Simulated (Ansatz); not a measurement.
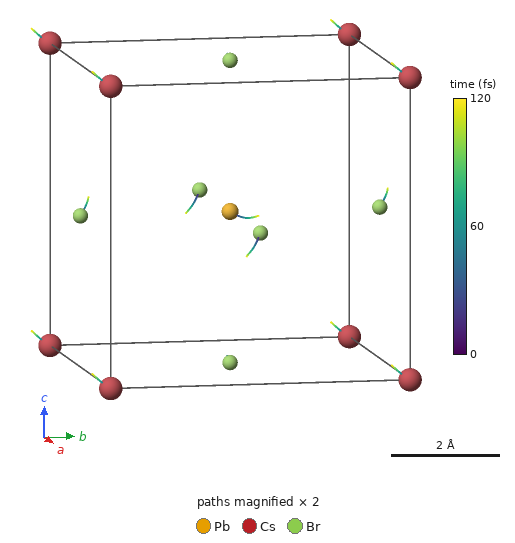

First-principles dynamics of a 5-atom cell of CsPbBr$_{3}$ (set up in Pm-3m), 120 fs long. Lines trace each atom's path, coloured by time; spheres stand at the starting positions. The excursions are magnified 2 times. Seen slightly off an axis in the simulation cell.

These are results of Ansatz, DFT, PAW plane waves, PBEsol, not measurements. Settings: plane-wave cutoff 420 eV; k-point mesh 3 × 3 × 3; Gaussian smearing 0.1 eV; constant energy (NVE); velocities drawn for 600 K; time step 3 fs.

Input file:
```yaml
crystal:
  lattice:
    - [5.657094, 0.0, 0.0]
    - [0.0, 5.657094, 0.0]
    - [0.0, 0.0, 5.657094]
  atoms:
    - { symbol: Pb, position: [0.5, 0.5, 0.5] }
    - { symbol: Cs, position: [0.0, 0.0, 0.0] }
    - { symbol: Br, position: [0.0, 0.5, 0.5] }
    - { symbol: Br, position: [0.5, 0.0, 0.5] }
    - { symbol: Br, position: [0.5, 0.5, 0.0] }
kpoints:
  mp_grid: { grid: [3, 3, 3] }
magnetization:
  spin_polarized: false
scf:
  occupations: { method: gaussian, width: 0.1 }
hamiltonian:
  pseudopotentials: { kind: paw }
  xc: pbesol
basis:
  ecutwfc: 420
md:
  timestep: 3.0
  n_steps: 40
  ensemble: nve
  temperature: 600.0
  initial_velocities: maxwell_boltzmann
  seed: 981168
```

Launched with:
```bash
ansatz run input.yaml --threads 2 --pin off --max-ram 2560MiB --backend cpu --events-out ev --progress --plain --runs-dir out
```

> How do the atoms move?

Root-mean-square distances from the starting positions over the second half, with the common drift of all atoms taken out: Br 0.27 Å, Pb 0.26 Å, Cs 0.19 Å. The run lasts only 120 fs, too short to tell vibration from diffusion. The mean temperature in the second half is 348 K (standard deviation 48 K). The potential energy is still drifting at the end, so the run hasn't reached equilibrium. The potential energy in the second half lies on average 26.0 meV per atom above the first frame. The total energy stays between 0 and 0.019 meV per atom of its start. A straight-line fit has a slope that amounts to +0.0018 meV per atom over 120 fs (under 0.1 % of the mean kinetic energy), and the ripple about it is under 0.1 % of the kinetic energy's fluctuation. With a drift under 2 % and a ripple under 7 %, the integration is accurate.
